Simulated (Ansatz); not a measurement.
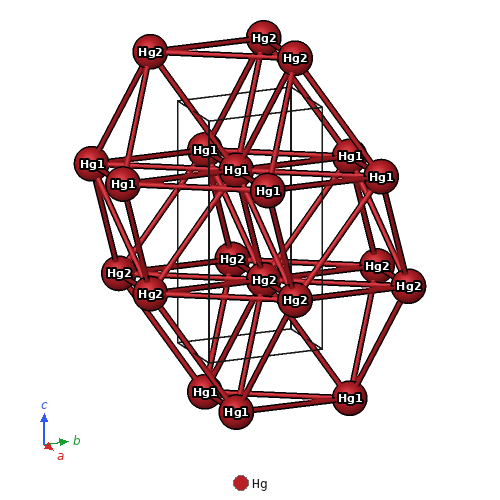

The system is Hg (P6_3/mmc, No. 194; 2 atoms in the cell); the picture shows the reference structure. 
- The energy is mapped over volume and the cell's shape.
- First axis: volume per atom. Second axis: c/a of the conventional cell.
- Nothing is relaxed (symmetry fixes all fractional coordinates).
- Grid: 9 × 9 points.
- Points are written as (first, second).
- Energies: meV/atom, counted from the lowest grid point.
- Computed with DFT PBEsol+D3(BJ), scalar-relativistic, plane waves, PAW in Ansatz 0.2.0. Settings: cutoff 420 eV, k-mesh 18×18×10 in the order of the run's cell vectors, gaussian smearing 0.15 eV, no spin polarisation.

Its coordinates:

```xyz
2
Lattice="3.1541 0.0000 0.0000 -1.5770 2.7315 0.0000 0.0000 0.0000 5.0554" Properties=species:S:1:pos:R:3 pbc="T T T"
Hg    1.5770    0.9105    3.7916
Hg    0.0000    1.8210    1.2639
```

The input of one point:

```yaml
crystal:
  lattice:
    - [3.17522009, 0.0, 0.0]
    - [-1.587610045, 2.7498212606, 0.0]
    - [0.0, 0.0, 4.9882707614]
  atoms:
    - { symbol: Hg, position: [0.6666666667, 0.3333333333, 0.75] }
    - { symbol: Hg, position: [0.3333333333, 0.6666666667, 0.25] }
basis:
  ecutwfc: 420
kpoints:
  mp_grid: { grid: [18, 18, 10] }
hamiltonian:
  xc: pbesol
  dispersion: d3bj
scf:
  occupations: { method: gaussian, width: 0.15 }
output:
  forces: true
  stress: true
  eigenvalues: true
```

Range: volume per atom from 20.04 to 23.52 Å³; c/a of the conventional cell from 1.479 to 1.737.

Q: Predict the map.

A: The lowest grid point is at (21.78 Å³, 1.571). The energy also falls towards the edge at (21.78 Å³, 1.479) (0.27 meV/atom above the lowest), where a further well may lie outside the range. The highest grid point, (20.04 Å³, 1.479), lies 34.9 meV/atom above the lowest.

| c/a of the conventional cell ↓, volume per atom → | 20.04 | 20.47 | 20.91 | 21.34 | 21.78 | 22.21 | 22.65 | 23.08 | 23.52 |
| --- | --- | --- | --- | --- | --- | --- | --- | --- | --- |
| 1.737 | 29.1 | 15.7 | 7.0 | 2.3 | 0.9 | 2.4 | 6.2 | 12.0 | 19.3 |
| 1.702 | 29.2 | 15.7 | 7.0 | 2.3 | 0.9 | 2.3 | 6.0 | 11.6 | 18.8 |
| 1.668 | 29.9 | 16.3 | 7.4 | 2.5 | 1.0 | 2.3 | 5.9 | 11.3 | 18.3 |
| 1.635 | 30.3 | 16.6 | 7.5 | 2.5 | 0.8 | 1.9 | 5.4 | 10.7 | 17.5 |
| 1.603 | 30.3 | 16.4 | 7.2 | 2.0 | 0.2 | 1.2 | 4.6 | 9.8 | 16.6 |
| 1.571 | 31.0 | 16.9 | 7.5 | 2.0 | 0.0 | 0.8 | 4.1 | 9.3 | 16.0 |
| 1.540 | 32.7 | 18.2 | 8.4 | 2.7 | 0.4 | 1.0 | 4.1 | 9.2 | 15.9 |
| 1.509 | 34.3 | 19.4 | 9.3 | 3.3 | 0.7 | 1.1 | 4.1 | 9.1 | 15.8 |
| 1.479 | 34.9 | 19.7 | 9.3 | 3.0 | 0.3 | 0.6 | 3.5 | 8.6 | 15.4 |

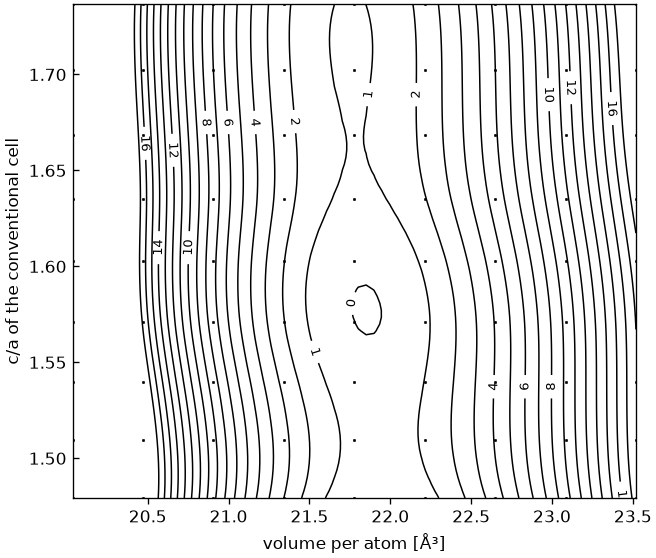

The picture shows contour lines labelled in meV/atom (none above 17), dots at the grid points. Between grid points the surface is interpolated.

Each point was launched as `ansatz run input.yaml --threads 1 --pin off --max-ram 2048MiB --backend cpu --events-out ev --progress --plain --runs-dir out`. The whole map (81 points run) took 3.9 min on 1 thread of AMD EPYC 9R45 (Zen 5), with other jobs on the host.
